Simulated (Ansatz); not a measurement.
Ag: single-point calculation (part 1 of 2)

- system: Ag (27 atoms in the cell)
- method: DFT LDA, scalar-relativistic, plane waves, PAW, no spin polarisation (Ansatz 0.2.0)

The structure derives from a Materials Project entry. It belongs to a series of runs on one base structure; here: the perfect crystal in a cell of 27 atoms.

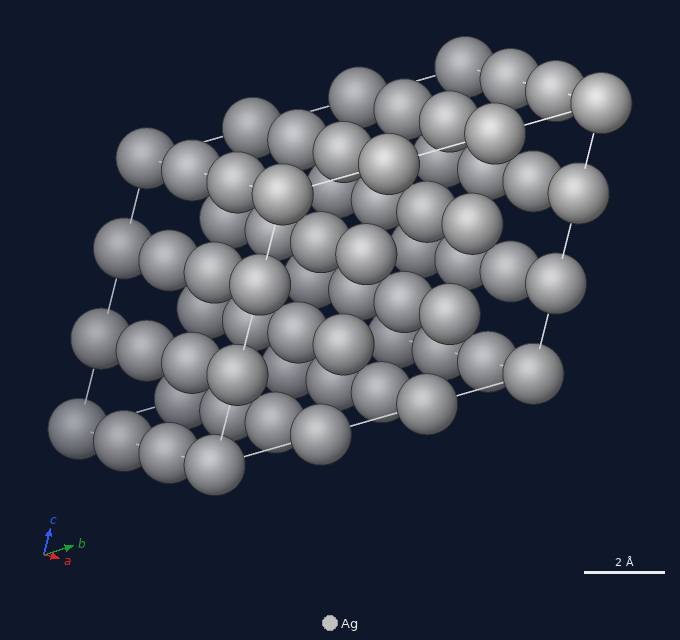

Fig. 1: The structure (spheres-only view of the cell of the calculation, seen slightly off an axis).

Input file
```yaml
crystal:
  lattice:
    - [-6.0027322707, 6.0027322707, 0.0]
    - [-6.0027322707, 0.0, 6.0027322707]
    - [0.0, 6.0027322707, 6.0027322707]
  atoms:
    - { symbol: Ag, position: [0.0, 0.0, 0.0] }
    - { symbol: Ag, position: [0.3333333333, 0.0, 0.0] }
    - { symbol: Ag, position: [0.0, 0.3333333333, 0.0] }
    - { symbol: Ag, position: [0.0, 0.0, 0.3333333333] }
    - { symbol: Ag, position: [0.6666666667, 0.0, 0.0] }
    - { symbol: Ag, position: [0.3333333333, 0.3333333333, 0.0] }
    - { symbol: Ag, position: [0.3333333333, 0.0, 0.3333333333] }
    - { symbol: Ag, position: [0.0, 0.6666666667, 0.0] }
    - { symbol: Ag, position: [0.0, 0.3333333333, 0.3333333333] }
    - { symbol: Ag, position: [0.0, 0.0, 0.6666666667] }
    - { symbol: Ag, position: [0.6666666667, 0.3333333333, 0.0] }
    - { symbol: Ag, position: [0.6666666667, 0.0, 0.3333333333] }
    - { symbol: Ag, position: [0.3333333333, 0.6666666667, 0.0] }
    - { symbol: Ag, position: [0.3333333333, 0.3333333333, 0.3333333333] }
    - { symbol: Ag, position: [0.3333333333, 0.0, 0.6666666667] }
    - { symbol: Ag, position: [0.0, 0.6666666667, 0.3333333333] }
    - { symbol: Ag, position: [0.0, 0.3333333333, 0.6666666667] }
    - { symbol: Ag, position: [0.6666666667, 0.6666666667, 0.0] }
    - { symbol: Ag, position: [0.6666666667, 0.3333333333, 0.3333333333] }
    - { symbol: Ag, position: [0.6666666667, 0.0, 0.6666666667] }
    - { symbol: Ag, position: [0.3333333333, 0.6666666667, 0.3333333333] }
    - { symbol: Ag, position: [0.3333333333, 0.3333333333, 0.6666666667] }
    - { symbol: Ag, position: [0.0, 0.6666666667, 0.6666666667] }
    - { symbol: Ag, position: [0.6666666667, 0.6666666667, 0.3333333333] }
    - { symbol: Ag, position: [0.6666666667, 0.3333333333, 0.6666666667] }
    - { symbol: Ag, position: [0.3333333333, 0.6666666667, 0.6666666667] }
    - { symbol: Ag, position: [0.6666666667, 0.6666666667, 0.6666666667] }
basis:
  ecutwfc: 420
  xc_grid: 2
kpoints:
  mp_grid: { grid: [4, 4, 4], shift: [0.0, 0.0, 0.0] }
hamiltonian:
  xc: lda
scf:
  occupations: { method: gaussian, width: 0.1 }
output:
  forces: true
  stress: true
  eigenvalues: true
  write_density: true
  write_potential: true
  elf: true
  volumetric_format: npy
```

Run on 4 threads of Intel Xeon @ 2.70GHz, 189 GiB of memory available, shared host.

Run as:
```bash
ansatz run input.yaml --threads 4 --pin off --max-ram 8192MiB --backend cpu --events-out ev --progress --plain --runs-dir out
```

The program's output
```
Engine: ansatz 0.2.0, x86_64-unknown-linux-gnu
Pseudopotentials: kind: paw
Pseudopotential: Ag, paw, valence charge 19, recommended cutoff 420 eV (normal), Ag.paw.azcp
Functional definition: SPW92
  exchange = slater_x
  correlation = pw_c
Crystal: 27 atoms, lattice volume = 432.590 Å³
Basis set: ecut = 420 eV, 8393 PW (Γ), exchange–correlation on 120×120×120 points (8 copies of the dense FFT grid, shifted against one another)
Bands: 308, of which v1, the nominal top of the filled ones, is band 257 counted from 1 (256 counted from 0)
Symmetry: 1296 space group operations
Space group: Fm-3m (ITA 225), of the structure as read, at distance tolerance 7.6e-5 Å
k-points: 8 of 64
Non-local potential: Ag, projectors of the file, l = 0: 3, l = 1: 2, l = 2: 2, l = 3: 1
PAW form: soft (Blöchl's): semilocal exchange-correlation on the pseudo side does not see the compensation charge
PAW frozen core: Ag, regenerated for the run's functional, and the local potential with it (the file was generated under x = pbe(κ = 0.804, μ = 0.2195149727645171), c = pbe(β = 0.06672455060314922))
PAW one-centre angular grid: Ag, 590 points (default); XC on 64 Gauss nodes
Initial density: superposition of atomic densities (neutral atoms: chi_scale 0, normalization atom), corrected by the library's trained network
Initial wavefunctions: pseudopotential atomic-orbital guess
Functional: x = slater, c = lda
SCF iter   1: F=—  HF=-201370.194638 eV  |F-HF|=—  |Δ(HF+E_count)|=         —  Δρ=1.43e-2  dr2=7.40e-1  ethr=1.77e-3  ⟨swp⟩=4.2  Hψ=7292  notcnv=0  defer=138
preconditioner: auto → Kerker (q_TF=auto, 2.807 Å⁻¹)  [metal: Δε(μ)=0.047 eV  Ē_g=11.127 eV  σ=0.100 eV  W_gap=0.26  n_scr=168 (ndim 8)  ℏωp=30.8 eV  f_vac=0.000  D(μ)=8.53/eV (n_scr^D=58)]
SCF iter   2: F=—  HF=-201369.992853 eV  |F-HF|=—  |Δ(HF+E_count)|=   2.02e-1  Δρ=4.45e-3  dr2=5.28e-2  ethr=1.44e-4  ⟨swp⟩=2.1  Hψ=4025  notcnv=0  defer=308
SCF iter   3: F=—  HF=-201369.976971 eV  |F-HF|=—  |Δ(HF+E_count)|=   1.59e-2  Δρ=1.69e-3  dr2=4.05e-3  ethr=1.03e-5  ⟨swp⟩=2.0  Hψ=3040  notcnv=0  defer=308
SCF iter   4: F=—  HF=-201369.976064 eV  |F-HF|=—  |Δ(HF+E_count)|=   9.08e-4  Δρ=1.43e-4  dr2=4.00e-5  ethr=7.89e-7  ⟨swp⟩=2.1  Hψ=3939  notcnv=0  defer=308
SCF iter   5: F=—  HF=-201369.975790 eV  |F-HF|=—  |Δ(HF+E_count)|=   2.74e-4  Δρ=1.98e-5  dr2=1.80e-6  ethr=7.81e-9  ⟨swp⟩=2.0  Hψ=4086  notcnv=0  defer=308
SCF iter   6: F=—  HF=-201369.975790 eV  |F-HF|=—  |Δ(HF+E_count)|=   2.72e-7  Δρ=5.07e-6  dr2=1.14e-7  ethr=1.95e-11  ⟨swp⟩=13.0  Hψ=16938  notcnv=0
SCF iter   7: F=-201369.975790 eV  HF=-201369.975790 eV  |F-HF|=3.29e-9  |Δ(HF+E_count)|=   1.47e-8  Δρ=1.32e-6  dr2=6.50e-9  ethr=1.95e-11  ⟨swp⟩=6.0  Hψ=11643  notcnv=0
SCF 1 converged in 7 iterations: F = -201369.975790 eV  dr2 = 6.50e-9
  greatest PAW one-centre occupation: 1.002 electrons in one spin orbital (limit 2), on the Ag atom at site 26 (counted from 0), in its partial waves of l = 0
SCF converged after 7 iterations
Free energy (F): -201369.975790 eV
Harris-Foulkes:  -201369.975790 eV  (|F-HF|=3.29e-9)
Internal energy: -201369.932228 eV  (E = F + TS)
E sigma→0 (E₀):  -201369.954009 eV
Entropy (-TS):   -0.043562 eV (-1.613 meV/atom)
Fermi energy:    18.317198 eV
--- Per-component energies (eV) ---
  E_band       = -5831.988346
  E_kinetic    = 14264.883055
  E_local      = -56703.139430  (includes V_loc(G=0)·N_el)
  E_nonlocal   = 2327.237296
  E_hartree    = 25890.350451
  E_xc         = -4976.619740
  E_vxc        = -6356.893115  (∫ρ·V_xc dr)
  E_paw        = -101791.242367  (= ΣΔE_a)
  E_vpaw       = -11144.763834  (= ΣTr[D̂ρ^β])
  E_aug_tail   = 0.006592  (compensation charges beyond the density's cutoff)
  E_ewald      = -80400.977887
  E_core_change = 19.569802  (= ΣΔE_core)
  E_smearing   = -0.043562  (= −TS)
  E_closure    = 0.000000  (closes the sum)
  Σ components = -201369.975790   (vs F -201369.975790, Δ=0.00e0)
--- Forces (eV/Å), atoms counted from 1 ---
  atom   1  Ag     0.00000000    -0.00000000     0.00000000
  atom   2  Ag    -0.00000000     0.00000000    -0.00000000
  atom   3  Ag    -0.00000000    -0.00000000    -0.00000000
  atom   4  Ag     0.00000000    -0.00000000     0.00000000
  atom   5  Ag    -0.00000000     0.00000000    -0.00000000
  atom   6  Ag    -0.00000000    -0.00000000     0.00000000
  atom   7  Ag    -0.00000000    -0.00000000    -0.00000000
  atom   8  Ag    -0.00000000    -0.00000000    -0.00000000
  atom   9  Ag    -0.00000000    -0.00000000     0.00000000
  atom  10  Ag     0.00000000    -0.00000000     0.00000000
  atom  11  Ag     0.00000000     0.00000000    -0.00000000
  atom  12  Ag    -0.00000000     0.00000000     0.00000000
  atom  13  Ag     0.00000000    -0.00000000    -0.00000000
  atom  14  Ag    -0.00000000    -0.00000000    -0.00000000
  atom  15  Ag    -0.00000000     0.00000000    -0.00000000
  atom  16  Ag     0.00000000    -0.00000000    -0.00000000
  atom  17  Ag    -0.00000000     0.00000000     0.00000000
  atom  18  Ag     0.00000000     0.00000000    -0.00000000
  atom  19  Ag    -0.00000000    -0.00000000    -0.00000000
  atom  20  Ag    -0.00000000     0.00000000     0.00000000
  atom  21  Ag     0.00000000     0.00000000    -0.00000000
  atom  22  Ag    -0.00000000    -0.00000000    -0.00000000
  atom  23  Ag     0.00000000    -0.00000000     0.00000000
  atom  24  Ag     0.00000000     0.00000000    -0.00000000
  atom  25  Ag    -0.00000000     0.00000000    -0.00000000
  atom  26  Ag     0.00000000    -0.00000000    -0.00000000
  atom  27  Ag     0.00000000     0.00000000    -0.00000000
  max |Σ_I F_I| component: 9.75e-28 eV/Å
--- Stress (GPa, compression-positive) ---
       -0.060569      -0.000000       0.000000
       -0.000000      -0.060569      -0.000000
       -0.000000       0.000000      -0.060569
  P = ⅓ Tr σ = -0.0606 GPa (-0.606 kbar)
--- Band table (eV; the first three rows and the last of 8) ---
  k-point 0: bands = ["-73.5028", "-73.4852", "-73.4852", "-73.4852", "-73.4852", "-73.4852", "-73.4852", "-73.4852", "-73.4852", "-73.4794", ... 98 levels left out ..., "10.0767", "11.7245", "11.7245", "11.7245", "11.7245", "11.7245", "11.7245", "11.7245", "11.7245", "11.9866", "11.9866", "11.9866", "11.9866", "11.9866", "11.9866", "12.1177", "12.1177", "12.1177", "12.1177", "12.1177", "12.1177", "12.3282", "12.3282", "12.3282", "12.3282", "12.3282", "12.3282", "12.3282", "12.3282",
      "12.3282", "12.3282", "12.3282", "12.3282", "12.9697", "12.9697", "12.9697", "12.9697", "12.9697", "12.9697", "12.9697", "12.9697", "12.9697", "12.9697", "12.9697", "12.9697", "13.4220", "13.4220", "13.4220", "13.5483", "13.5483", "13.5483", "13.5483", "13.5483", "13.5483", "13.5483", "13.5483", "13.5483", "13.5483", "13.5483", "13.5483", "13.5483", "13.5483", "13.5483", "13.5483", "13.6588", "13.6588", "13.6588", "13.6588", "13.6588",
      "13.6588", "13.6588", "13.6588", "13.6588", "13.6588", "13.6588", "13.6588", "14.5419", "14.5419", "14.5419", "14.5419", "14.5419", "14.5419", "14.5419", "14.5419", "14.5419", "14.5419", "14.5419", "14.5419", "14.6022", "14.6022", "14.8412", "14.8412", "14.8412", "14.8412", "14.8412", "14.8412", "14.8412", "14.8412", "15.0071", "15.0071", "15.0071", "15.0071", "15.0071", "15.0071", "15.0071", "15.0071", "15.0071", "15.0071", "15.0071",
      "15.0071", "15.0722", "15.0722", "15.0722", "15.0722", "15.0722", "15.0722", "15.0722", "15.0722", "15.0722", "15.0722", "15.0722", "15.0722", "15.0722", "15.0722", "15.0722", "15.0722", "15.1776", "15.1776", "15.1776", "15.1776", "15.1776", "15.1776", "15.1776", "15.1776", "15.1776", "15.1776", "15.1776", "15.1776", "15.2423", "15.2423", "15.2423", "15.2423", "15.2423", "15.2423", "16.0384", "16.0384", "16.0384", "16.0384", "16.0384",
      "16.0384", "21.6848", "21.6848", "21.6848", "21.6848", "21.6848", "21.6848", "21.6848", "21.6848", "21.6848", "21.6848", "21.6848", "21.6848", "24.4725", "24.4725", "24.4725", "24.4725", "24.4725", "24.4725", "24.4725", "24.4725", "24.4725", "24.4725", "24.4725", "24.4725", "26.2865", "26.2865", "26.2865", "26.2865", "26.2865", "26.2865", "26.2865", "26.2865", "26.2865", "26.2865", "26.2865", "26.2865", "26.7441", "26.7441", "26.7441",
      "26.7441", "26.7441", "26.7441", "26.7441", "26.7441", "31.1599", "31.1599", "31.1599", "31.1599", "31.1599", "31.1599"]
```
